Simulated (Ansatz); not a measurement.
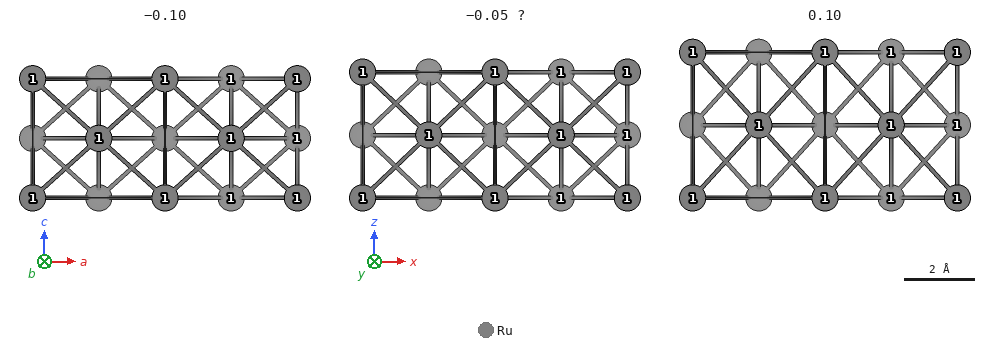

Energy scan for crystalline Ru (Fm-3m), in which the cell is strained along z alone, with the atoms kept at their fractional coordinates. x, y and z are the Cartesian axes of the input. A ball-and-stick model of the conventional cell (4 times the calculation's cell), repeated 2 × 1 × 1 with one cell outlined, seen along the b axis. Lengths and directions refer to the drawn axes.

These are results of DFT PBE, scalar-relativistic, plane waves, PAW in Ansatz 0.2.0, not measurements. Set-up: plane-wave cutoff 420 eV; k-point mesh 22 × 22 × 22; occupations gaussian; smearing width 0.15 eV; no spin polarisation. Energies (free energies at the smearing named) are counted from the cell as listed in its source, which wasn't relaxed.

| strain | ΔE (meV/atom) |
| --- | --- |
| −0.100 | 208.0 |
| −0.075 | 101.3 |
| −0.050 | ? |
| 0.000 | 0.0 |
| 0.025 | 21.4 |
| 0.075 | 123.9 |
| 0.100 | 199.1 |

Fill in the missing row.

Answer. A straight line between the two neighbours gives 67.5 meV/atom. A cubic through the four nearest rows (−0.100, −0.075, 0.000, 0.025) gives, with Lagrange weights, (−0.3000)(208.0) + (1.0000)(101.3) + (0.5000)(0.0) + (−0.2000)(21.4) = 34.6 meV/atom. The calculation gives 34.9 meV/atom, so the cubic is 0.3 meV/atom too low and the straight line 32.6 meV/atom too high, as the curve bends upwards here.

The whole profile:

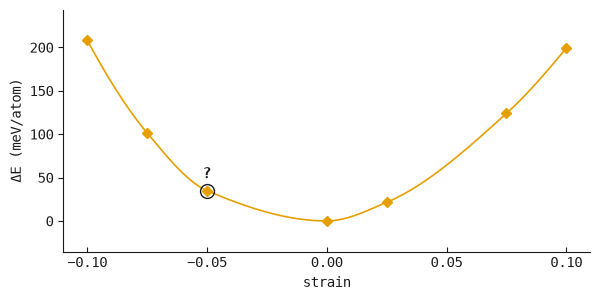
